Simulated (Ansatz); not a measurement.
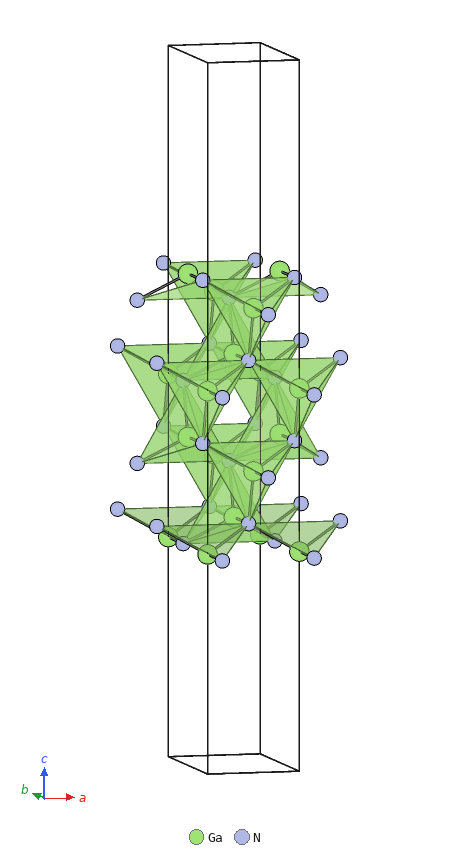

Polyhedral drawing of the structure, looking from the side at a slight tilt. The lines enclose the simulation cell; boundary atoms appear with their images. Some atoms of the next cells are drawn as well.

GaN, a = 3.22 Å, b = 5.24 Å, c = 24.29 Å, α = 90.00°, β = 90.00°, γ = 90.00°.

The calculation used Ansatz 0.2.0, DFT PBE, scalar-relativistic, plane waves, PAW, with plane-wave cutoff 420 eV, k-point mesh 8×5×1, Gaussian smearing of 0.05 eV, no spin polarisation.

Question: How large a gap does the method give, if there is one?

Answer: A semiconductor at this level, with a gap of 0.41 eV on the k-mesh (the true edges may lie between mesh points, so the gap can be somewhat smaller).

Its origin is a structure listed in the Materials Project, from which a slab was cut. Earlier steps of the study may have refined or changed the cell and positions. A calculation with Ansatz used it as input.

At this level of theory the cell isn't at rest (forces up to 2.1 eV/Å), so its distances can differ from those at equilibrium, the more so the softer the solid.
